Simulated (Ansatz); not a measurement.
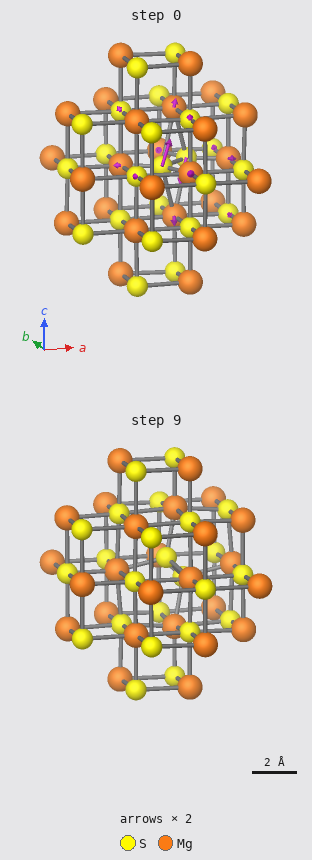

The structure of a defect cell of composition S$_{33}$Mg$_{32}$ (cell charge −1) before (top) and after (bottom) a relaxation, at one scale. The purple arrows give the displacements, magnified 2 times.

The picture is a ball-and-stick view of the atoms within 5.8 Å of the atom that moves most (axes of the cell of the calculation (origin shifted)), seen slightly off an axis.

These are results of Ansatz 0.2.0, DFT, PBEsol, PAW, plane waves, not measurements. Set-up: plane-wave cutoff 420 eV; k-point mesh 1 × 1 × 1; mesh shifted by (0.25, 0.25, 0.25); collinear spin; atoms relaxed in a fixed cell; force threshold 0.03 eV/Å; at most 80 steps.

Question: What changed between the two?

Answer: After 9 geometry steps the energy has fallen by 5.355 eV per cell of the calculation. The largest force component goes from 6.6 to 0.019 eV/Å. The largest move is that of an S atom, 0.71 Å along [1 1 2]. Largest moves by element: S 0.71 Å, Mg 0.25 Å. The lattice vectors keep their values. Some distances before and after: Mg–S 2.833 → 3.501 Å, Mg–S 2.853 → 3.500 Å, S–S 2.470 → 3.074 Å, S–S 2.501 → 3.075 Å. Among the angles between lasting bonds that change: S–S–Mg 66.3° → 106.6°, Mg–S–Mg 142.0° → 112.0°, Mg–S–Mg 139.0° → 111.9°. Cost: 7.5 s on 1 × NVIDIA GB200 with 8 threads of Arm Neoverse-V2, peak memory 1.9 GiB.

Limits of the set-up: the cell is charged, on a uniform background, and energies carry no finite-size correction.
